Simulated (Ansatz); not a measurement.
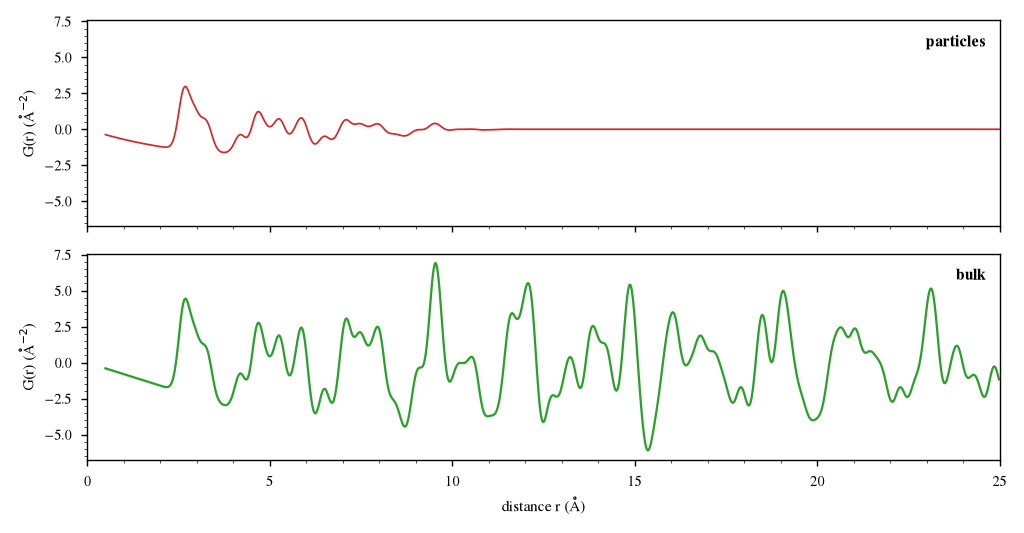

Simulated X-ray pair distribution function, G(r) = R(r)/r − 4πρ₀r, summed over the atomic distances of the structure with each pair weighted by the product of the atomic numbers (X-ray weights at Q = 0); every distance is a Gaussian of σ = 0.15 Å, for spherical particles of W with the bulk structure: the bulk G(r) is multiplied by the envelope of a sphere of diameter D, 1 − 3r/2D + r³/2D³, with no surface relaxation. The number density is 0.0636 atoms per Å³. Basis of the simulation: coordinates from a relaxation with DFT, LDA (PW92), plane waves (420 eV) with PAW, scalar-relativistic (Ansatz 0.2.0); the starting structure was generated, so it need not be a known form of this composition.

> Estimate the particle diameter.

About 12 Å (1.2 nm): the signal is half of the bulk amplitude at r ≈ 4.2 Å and vanishes at r = D, fading from view somewhat earlier.

> Roughly how many atoms does one particle hold?

About 58 (number density 0.0636 Å⁻³ times πD³/6).
